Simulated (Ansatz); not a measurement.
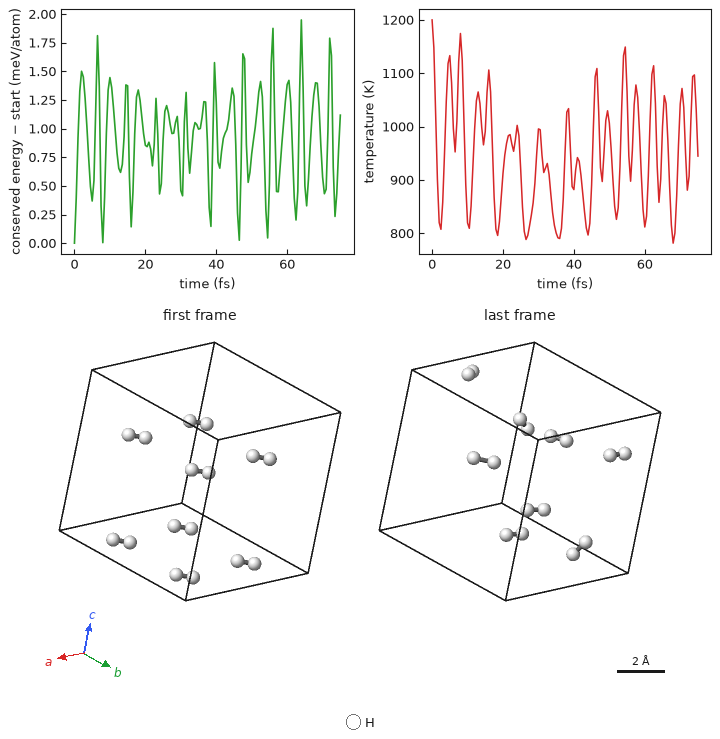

First-principles dynamics of a 16-atom cell of H (set up in Cmcm), 75 fs long. Style: ball-and-stick. Shown: the simulation cell, from a free direction.

Level of theory: DFT PBE, scalar-relativistic, plane waves, PAW (Ansatz). Settings: plane-wave cutoff 420 eV; k-point mesh 2 × 2 × 2; Fermi-Dirac smearing 0.103 eV; volume 1.04 times that of the relaxed crystal; Nosé-Hoover thermostat (NVT); set temperature 1200 K; time step 0.5 fs.

Check the integration.

Answer. The conserved quantity stays between 0 and 1.9 meV per atom of its start. A straight-line fit has a slope that amounts to +0.028 meV per atom over 75 fs (under 0.1 % of the mean kinetic energy), and the ripple about it is 3.4 % of the kinetic energy's fluctuation. With a drift under 2 % and a ripple under 7 %, the integration is accurate. The mean temperature in the second half is 957 K (standard deviation 93 K). The potential energy in the second half lies on average 38.5 meV per atom above the first frame. The mean pressure there is 1.2 GPa.

The run took of the order of 2.3 core-minutes on a shared host.
